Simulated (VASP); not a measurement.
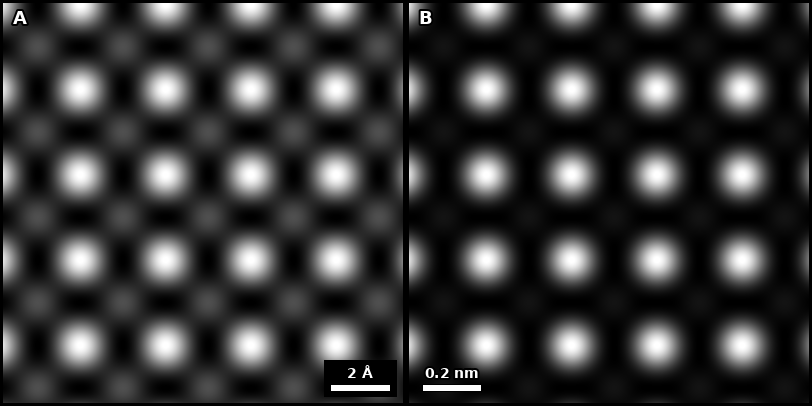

Two simulated images of the same area of AlRu (Pm-3m, No. 221) along [001], with a probe of 1.30 Å. One is incoherent Z contrast (Z^1.7 per atom), the other the projected potential of neutral atoms blurred by the probe (iDPC-like, thin sample). Brightness is counted from the darkest point of the image. Atomic positions: the geometry relaxed with VASP Kohn-Sham DFT of a periodic cell, r2SCAN, VASP PAW PBE potentials, recommended (VASP).

Which panel is which, and how can one tell?

B is the Z-contrast image and A the potential image. The columns of 1 Al per repeat reach about 8 % of the brightest peak (1 Ru) in B but about 31 % in A, mainly since the potential grows much more slowly with atomic number.
